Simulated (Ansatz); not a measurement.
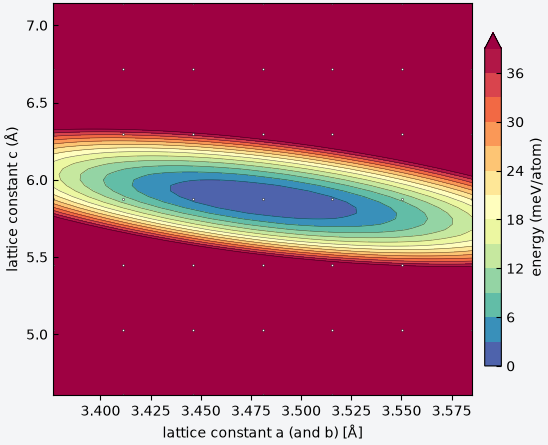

TiSe₂ (P-3m1, No. 164; 3 atoms in the cell). 
- The energy is mapped over the lattice constants a and c of the conventional cell.
- Coordinates scanned: (1) lattice constant a (and b); (2) lattice constant c.
- Nothing is relaxed (fractional coordinates fixed).
- The scan uses a 7 × 7 grid.
- Points are written as (first, second).
- Energies are in meV/atom, from the lowest grid point.
- All numbers below come from Ansatz, DFT PBE+D3(BJ), scalar-relativistic, plane waves, PAW. Settings: cutoff 520 eV, k-mesh 15×15×8 in the order of the run's cell vectors, gaussian smearing 0.15 eV, no spin polarisation.

The picture shows filled contours, dots at the grid points, one colour for all values above the top of the scale. Between grid points the surface is interpolated.

Where is the minimum, and how stiff is the well along each coordinate?

The interpolated minimum is at lattice constant a (and b) ≈ 3.481 Å, lattice constant c ≈ 5.87 Å. The curvatures there are about 12 eV/Å² and 1.7 eV/Å², with a cross term of about 2.5 eV/Å² (per cell of 3 atoms). Round the minimum the valley is strongly tilted: raising lattice constant a (and b) shifts the best value of lattice constant c downwards (coupling k₁₂/√(k₁₁k₂₂) about 0.6).
